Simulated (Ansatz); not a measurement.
AlO₂: geometry relaxation (part 3 of 3)

AlO₂ (Cmcm, 6 atoms in the cell); DFT PBE+D3(BJ), scalar-relativistic, plane waves, PAW, spin-polarised (Ansatz 0.2.0); cutoff 420 eV, 12×12×10 k-mesh, Gaussian smearing of 0.1 eV, collinear spins. The structure derives from a Materials Project entry.

Geometry of the input (Å; fractional positions):
```
1.4882  -5.4028  0.0000
1.4882  5.4028  0.0000
0.0000  0.0000  3.6466
Al 0.3319  0.6681  0.2500
Al 0.6681  0.3319  0.7500
O  0.7058  0.2942  0.2500
O  0.2942  0.7058  0.7500
O  0.9389  0.0611  0.2500
O  0.0611  0.9389  0.7500
```

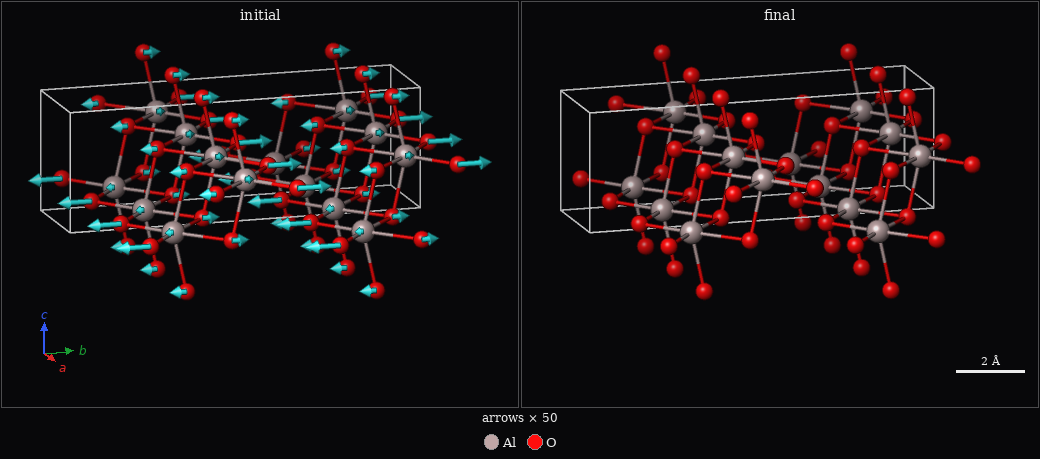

Fig. 1: Before (left) and after (right) the relaxation, at one scale (ball-and-stick view of the cell 2 times as large as that of the calculation, set on its symmetry axes, repeated 3 × 1 × 1, with bonded neighbours outside it, seen slightly off an axis). The teal arrows give the displacements (without the part carried along by the change of the cell), magnified 50 times. Over 6 geometry steps the energy falls by 2.8 meV per atom. The largest force component goes from 0.041 to 0.00055 eV/Å. The pressure goes from −3.29 to 0.00 GPa. The line search rejected the trial step at point 4 (counted from 0) and went back. 1 further SCF at an unchanged geometry re-selected the plane-wave basis for the new cell. The largest moves relative to the cell, 0.021 Å, are those of O5 and O6. Largest moves by element: O 0.021 Å, Al 0.005 Å. The drawn cell changes as follows: a 2.976 → 2.956 Å (−0.7 %), b 10.806 → 10.612 Å (−1.8 %), c 3.647 → 3.635 Å (−0.3 %); the volume changes by −2.7 %. Distances before and after: Al1–O3 2.017 → 2.005 Å, Al1–O5 1.885 → 1.874 Å, Al1–O4 1.868 → 1.860 Å. The space group stays Cmcm (No. 63). The energy change given includes the shifts at the re-selections in mid-walk, which come without any move. A last SCF at the same geometry on a re-selected plane-wave basis shifts the energy by +0.1 meV per atom. (Atoms are counted from 1 in the order of the input.)

```
basis re-selected at this cell: Δ(F+E_penalty+E_count) = +7.412e-4 eV, ΔP = -0.012 GPa vs the last step (what re-selecting the basis moved, of the pressure what is left beyond the Pulay correction that the steps carried, after the strain that the cell walked since its last selection, with what the two solves' SCF thresholds leave and, on support functions, any second-order correction that the steps lacked; it is no measure of the basis error at this ecutwfc). This SCF's stress stands 2.75e-2 GPa from its target on what of the cell is left free (relax.cell.stress_tol is 5.00e-2 GPa) and its largest allowed force component is 5.48e-4 eV/Å (relax.f_tol is 5.00e-3 eV/Å): within both
SCF converged after 6 iterations
Magnetization: 1.8666 μB (15.9333 up, 14.0667 down)
Absolute magnetization: 1.9200 μB (∫|ρ↑−ρ↓|, with the PAW one-centre terms)
Spin contamination: 0.0082 ħ² per cell (⟨S²⟩ above its minimum at these occupations)
Per-site moments (μB) at R_I (Å): [(-0.0008146955489383742, 0.767233156007521), (-0.0008146955489384035, 0.767233156007521), (0.09169345463351514, 0.767233156007521), (0.09169345463351516, 0.767233156007521), (0.7295139353873109, 0.7730945197324066), (0.7295139353873107, 0.7730945197324066)]
Free energy (F): -3348.321035 eV
Harris-Foulkes:  -3348.321035 eV  (|F-HF|=1.46e-11)
Internal energy: -3348.316519 eV  (E = F + TS)
E sigma→0 (E₀):  -3348.318777 eV
Entropy (-TS):   -0.004516 eV (-0.753 meV/atom)
Fermi energy:    5.777309 eV
--- Per-component energies (eV) ---
  E_band       = -26.322542
  E_kinetic    = 756.440920
  E_local      = -1404.573782  (includes V_loc(G=0)·N_el)
  E_nonlocal   = 211.766721
  E_hartree    = 498.990765
  E_xc         = -376.733584
  E_vxc        = -437.407151  (∫ρ·V_xc dr)
  E_paw        = -1567.313192  (= ΣΔE_a)
  E_vpaw       = -150.540363  (= ΣTr[D̂ρ^β])
  E_aug_tail   = 0.009644  (compensation charges beyond the density's cutoff)
  E_ewald      = -1465.815160
  E_disp       = -1.088851  (pairwise vdW)
  E_smearing   = -0.004516  (= −TS)
  E_closure    = 0.000000  (closes the sum)
  Σ components = -3348.321035   (vs F -3348.321035, Δ=0.00e0)
--- Forces (eV/Å), atoms counted from 1 ---
  atom   1  Al     0.00000000     0.00054843     0.00000000
  atom   2  Al     0.00000000    -0.00054843     0.00000000
  atom   3  O      0.00000000    -0.00011153     0.00000000
  atom   4  O      0.00000000     0.00011153     0.00000000
  atom   5  O      0.00000000    -0.00001420     0.00000000
  atom   6  O      0.00000000     0.00001420     0.00000000
  max |Σ_I F_I| component: 1.36e-20 eV/Å
--- Stress (GPa, compression-positive) ---
       -0.027534       0.000000       0.000000
        0.000000       0.009540       0.000000
        0.000000       0.000000       0.003243
  P = ⅓ Tr σ = -0.0049 GPa (-0.049 kbar)
--- Band table (eV; the first three rows and the last of 516) ---
  k-point 0 ↑: bands = ["-13.7603", "-11.9436", "-11.2785", "-10.5475", "-0.2056", "1.1257", "1.6803", "2.4434", "2.7168", "3.0999", "3.5488", "3.8420", "4.3652", "5.4304", "5.5052", "5.5352", "11.9897", "14.6338", "15.9788", "17.0715", "18.9442", "19.5239"]
  k-point 1 ↑: bands = ["-13.6997", "-11.9142", "-11.3044", "-10.6234", "-0.1644", "0.8952", "1.4423", "2.7692", "2.7961", "3.1276", "3.6433", "3.9450", "4.3379", "5.2745", "5.4512", "5.4723", "12.1968", "14.7825", "15.9021", "16.9390", "18.8514", "19.5500"]
  k-point 2 ↑: bands = ["-13.5215", "-11.8301", "-11.4022", "-10.8181", "-0.1522", "0.7003", "0.9395", "2.9224", "3.2083", "3.4530", "3.6793", "4.1839", "4.2609", "4.9876", "5.2154", "5.3747", "12.7360", "15.1732", "15.7148", "16.5379", "18.7173", "19.6510"]
  k-point 257 ↓: bands = ["-11.8487", "-11.8487", "-10.6214", "-10.6214", "0.6642", "0.6642", "2.9130", "2.9130", "3.9179", "3.9179", "4.0386", "4.0386", "4.4824", "4.4824", "7.2385", "7.2385", "15.1899", "15.1899", "16.1880", "16.1880", "19.6907", "19.6907"]
--- Relaxed structure (7 steps of the walk, 6 accepted, 2 SCFs on fresh bases) ---
  F+E_penalty+E_count = -3348.32103500 eV   max|allowed force component| = 5.484e-4 eV/Å   (the final SCF, on the basis selected at the relaxed cell)
  cell:  # Å, volume = 57.0290 Å³
    - [1.4782141278661938, -5.3062068922340275, 0.0]
    - [1.4782141278661938, 5.3062068922340275, 0.0]
    - [0.0, 0.0, 3.6353360567658997]
  atoms:
    - { symbol: Al, position: [0.3323727374022484, 0.6676272625977516, 0.24999999999999994] }
    - { symbol: Al, position: [0.6676272625977516, 0.3323727374022484, 0.7499999999999998] }
    - { symbol: O, position: [0.7047888588263447, 0.2952111411736553, 0.24999999999999994] }
    - { symbol: O, position: [0.2952111411736553, 0.7047888588263447, 0.7499999999999998] }
    - { symbol: O, position: [0.9409365801088133, 0.059063419891186686, 0.24999999999999994] }
    - { symbol: O, position: [0.059063419891186686, 0.9409365801088133, 0.7499999999999998] }
--- Löwdin populations: 6 sites ---
  site symbol       q [e]    m [muB]
     0     Al      1.7042    -0.0252
     1     Al      1.7042    -0.0252
     2      O      6.7701     0.1061
     3      O      6.7701     0.1061
     4      O      6.4211     0.8524
     5      O      6.4211     0.8524
  spilling = 0.006972 (of n_electrons = 30.000000)
```

File populations.tsv:
```
# site	symbol	l	j	q_up	q_dn
# orbitals = lowdin
# n_electrons = 30.000000
# spilling = 0.006972
0	Al	0_3S	-	0.241951	0.250635
0	Al	1_3P	-	0.597564	0.614045
1	Al	0_3S	-	0.241951	0.250635
1	Al	1_3P	-	0.597564	0.614045
2	O	0_2S	-	0.818215	0.816395
2	O	1_2P	-	2.619877	2.515606
3	O	0_2S	-	0.818215	0.816395
3	O	1_2P	-	2.619877	2.515606
4	O	0_2S	-	0.879893	0.853465
4	O	1_2P	-	2.756870	1.930900
5	O	0_2S	-	0.879893	0.853465
5	O	1_2P	-	2.756870	1.930900
```

Trajectory as extended XYZ (Å, eV, eV/Å), 9 frames, from step=1 to step=9:
```
6
Lattice="1.4882 -5.4028 0.0000 1.4882 5.4028 0.0000 0.0000 0.0000 3.6466" Properties=species:S:1:pos:R:3:forces:R:3 step=1 energy=-3348.30471 pressure_GPa=-3.29
Al    1.4882    1.8168    0.9117    0.0000   0.0042   0.0000
Al    1.4882   -1.8168    2.7350    0.0000  -0.0042   0.0000
O     1.4882   -2.2240    0.9117    0.0000  -0.0106   0.0000
O     1.4882    2.2240    2.7350    0.0000   0.0106   0.0000
O     1.4882   -4.7429    0.9117    0.0000   0.0413   0.0000
O     1.4882    4.7429    2.7350    0.0000  -0.0413   0.0000
6
Lattice="1.4842 -5.3248 0.0000 1.4842 5.3248 0.0000 0.0000 0.0000 3.6418" Properties=species:S:1:pos:R:3:forces:R:3 step=2 energy=-3348.32285 pressure_GPa=-1.55
Al    1.4842    1.7812    0.9104    0.0000   0.0629   0.0000
Al    1.4842   -1.7812    2.7313    0.0000  -0.0629   0.0000
O     1.4842   -2.1835    0.9104    0.0000  -0.0111   0.0000
O     1.4842    2.1835    2.7313    0.0000   0.0111   0.0000
O     1.4842   -4.6974    0.9104    0.0000   0.0848   0.0000
O     1.4842    4.6974    2.7313    0.0000  -0.0848   0.0000
6
Lattice="1.4789 -5.3181 0.0000 1.4789 5.3181 0.0000 0.0000 0.0000 3.6336" Properties=species:S:1:pos:R:3:forces:R:3 step=3 energy=-3348.32771 pressure_GPa=-0.03
Al    1.4789    1.7820    0.9084    0.0000   0.0171   0.0000
Al    1.4789   -1.7820    2.7252    0.0000  -0.0171   0.0000
O     1.4789   -2.1795    0.9084    0.0000   0.0022   0.0000
O     1.4789    2.1795    2.7252    0.0000  -0.0022   0.0000
O     1.4789   -4.6887    0.9084    0.0000   0.0104   0.0000
O     1.4789    4.6887    2.7252    0.0000  -0.0104   0.0000
6
Lattice="1.4788 -5.3173 0.0000 1.4788 5.3173 0.0000 0.0000 0.0000 3.6342" Properties=species:S:1:pos:R:3:forces:R:3 step=4 energy=-3348.32776 pressure_GPa=0.02
Al    1.4788    1.7826    0.9085    0.0000   0.0072   0.0000
Al    1.4788   -1.7826    2.7256    0.0000  -0.0072   0.0000
O     1.4788   -2.1790    0.9085    0.0000   0.0006   0.0000
O     1.4788    2.1790    2.7256    0.0000  -0.0006   0.0000
O     1.4788   -4.6871    0.9085    0.0000   0.0003   0.0000
O     1.4788    4.6871    2.7256    0.0000  -0.0003   0.0000
6
Lattice="1.4784 -5.3151 0.0000 1.4784 5.3151 0.0000 0.0000 0.0000 3.6367" Properties=species:S:1:pos:R:3:forces:R:3 step=5 energy=-3348.32775 pressure_GPa=-0.05 accepted=F
Al    1.4784    1.7830    0.9092    0.0000  -0.0092   0.0000
Al    1.4784   -1.7830    2.7275    0.0000   0.0092   0.0000
O     1.4784   -2.1770    0.9092    0.0000  -0.0138   0.0000
O     1.4784    2.1770    2.7275    0.0000   0.0138   0.0000
O     1.4784   -4.6855    0.9092    0.0000   0.0063   0.0000
O     1.4784    4.6855    2.7275    0.0000  -0.0063   0.0000
6
Lattice="1.4787 -5.3161 0.0000 1.4787 5.3161 0.0000 0.0000 0.0000 3.6354" Properties=species:S:1:pos:R:3:forces:R:3 step=6 energy=-3348.32776 pressure_GPa=-0.00
Al    1.4787    1.7828    0.9089    0.0000   0.0002   0.0000
Al    1.4787   -1.7828    2.7266    0.0000  -0.0002   0.0000
O     1.4787   -2.1783    0.9089    0.0000  -0.0015   0.0000
O     1.4787    2.1783    2.7266    0.0000   0.0015   0.0000
O     1.4787   -4.6859    0.9089    0.0000  -0.0004   0.0000
O     1.4787    4.6859    2.7266    0.0000   0.0004   0.0000
6
Lattice="1.4787 -5.3161 0.0000 1.4787 5.3161 0.0000 0.0000 0.0000 3.6354" Properties=species:S:1:pos:R:3:forces:R:3 step=7 energy=-3348.32100 pressure_GPa=-0.23
Al    1.4787    1.7828    0.9089    0.0000  -0.0002   0.0000
Al    1.4787   -1.7828    2.7266    0.0000   0.0002   0.0000
O     1.4787   -2.1783    0.9089    0.0000  -0.0018   0.0000
O     1.4787    2.1783    2.7266    0.0000   0.0018   0.0000
O     1.4787   -4.6859    0.9089    0.0000   0.0001   0.0000
O     1.4787    4.6859    2.7266    0.0000  -0.0001   0.0000
6
Lattice="1.4782 -5.3062 0.0000 1.4782 5.3062 0.0000 0.0000 0.0000 3.6353" Properties=species:S:1:pos:R:3:forces:R:3 step=8 energy=-3348.32178 pressure_GPa=0.01
Al    1.4782    1.7789    0.9088    0.0000   0.0006   0.0000
Al    1.4782   -1.7789    2.7265    0.0000  -0.0006   0.0000
O     1.4782   -2.1733    0.9088    0.0000  -0.0001   0.0000
O     1.4782    2.1733    2.7265    0.0000   0.0001   0.0000
O     1.4782   -4.6794    0.9088    0.0000  -0.0001   0.0000
O     1.4782    4.6794    2.7265    0.0000   0.0001   0.0000
6
Lattice="1.4782 -5.3062 0.0000 1.4782 5.3062 0.0000 0.0000 0.0000 3.6353" Properties=species:S:1:pos:R:3:forces:R:3 step=9 energy=-3348.32103 pressure_GPa=-0.00
Al    1.4782    1.7789    0.9088    0.0000   0.0005   0.0000
Al    1.4782   -1.7789    2.7265    0.0000  -0.0005   0.0000
O     1.4782   -2.1733    0.9088    0.0000  -0.0001   0.0000
O     1.4782    2.1733    2.7265    0.0000   0.0001   0.0000
O     1.4782   -4.6794    0.9088    0.0000   0.0000   0.0000
O     1.4782    4.6794    2.7265    0.0000   0.0000   0.0000
```

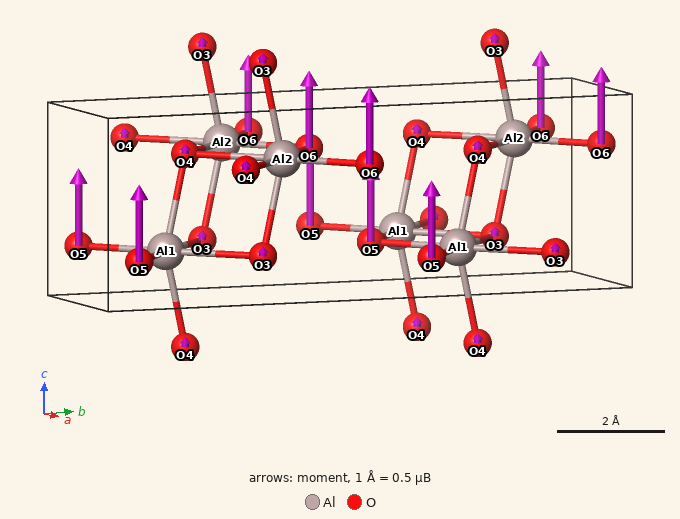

Fig. 2: Magnetic moments of the sites as pink arrows (ball-and-stick view of the cell 2 times as large as that of the calculation, set on its symmetry axes, seen slightly off an axis; bonded neighbours outside the cell are drawn too; atoms are numbered from 1 in the order of the input); small moments hardly show. The run is collinear, so the axis drawn is arbitrary. Site moments: O5, O6 (0.73 μB); O3, O4 (0.09 μB). They are counted near the atoms and needn't add up to the moment of the cell.

Summary:

- outcome: converged
- space group (tolerance 0.01 Å): Cmcm (63)
- electrons treated: 30
- free energy: −3348.3210 eV
- Fermi energy: 5.777 eV
- gap on the k-point mesh: none (metallic)
- net moment of the cell: 1.87 μB
- integrated absolute moment: 1.92 μB
- pressure: 0.00 GPa
- final volume: 57.03 Å³
- largest force (length of the vector) at the end: 0.001 eV/Å
- final cell: a = 5.508 Å, b = 5.508 Å, c = 3.635 Å, α = 90.00°, β = 90.00°, γ = 148.87°
- hardware: 2 threads of Intel Xeon @ 2.50GHz (Skylake/Cascade Lake), 192 GiB of memory available, shared host
- wall time: 4.9 min (CPU time 9 min)
- peak memory: 0.81 GiB
